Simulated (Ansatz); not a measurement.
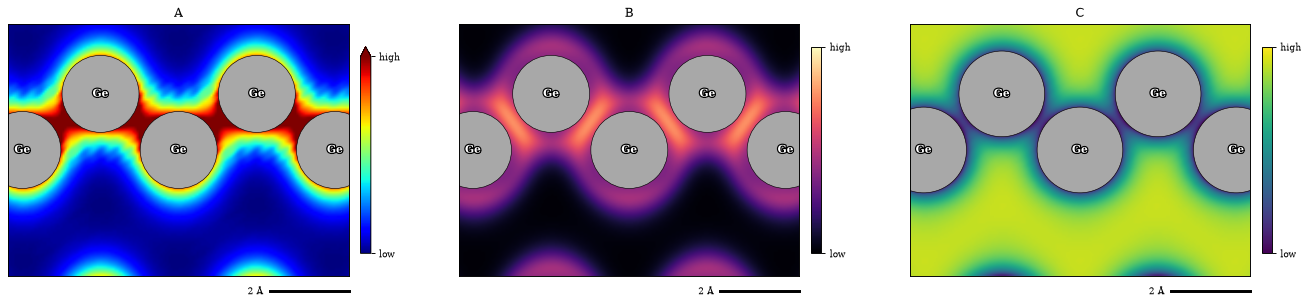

Ge: 3 fields on the (100) plane of the conventional cell, with unlabelled colour scales. Grey discs cover the atomic cores.

Space group I4₁/amd; changed on purpose from its base cell (strain -0.015 along x and y, +0.000 along z, atoms carried along); computed pressure about 6 GPa in this cell.

Theory: DFT PBE, scalar-relativistic, plane waves, PAW in Ansatz.

```
CELL_PARAMETERS angstrom
2.78634 -2.78634 0.00000
2.78634 2.78634 0.00000
0.00000 0.00000 5.65754
ATOMIC_POSITIONS crystal
Ge 0.50000 0.50000 0.00000
Ge 0.00000 0.00000 0.50000
Ge 0.50000 0.00000 0.25000
Ge 0.00000 0.50000 0.75000
```

The panels show electron localisation function, electrostatic potential energy of an electron and valence pseudo-density in some order. Assign them.

Panel A: valence pseudo-density. Panel B: electron localisation function. Panel C: electrostatic potential energy of an electron (low next to the atoms, rising into the space between them). From the grid: Ge–Ge (2.43 Å): the density is about 0.53 e/Å³ at the midpoint; the ELF peaks at about 0.75 between the atoms, as expected for a covalent bond.
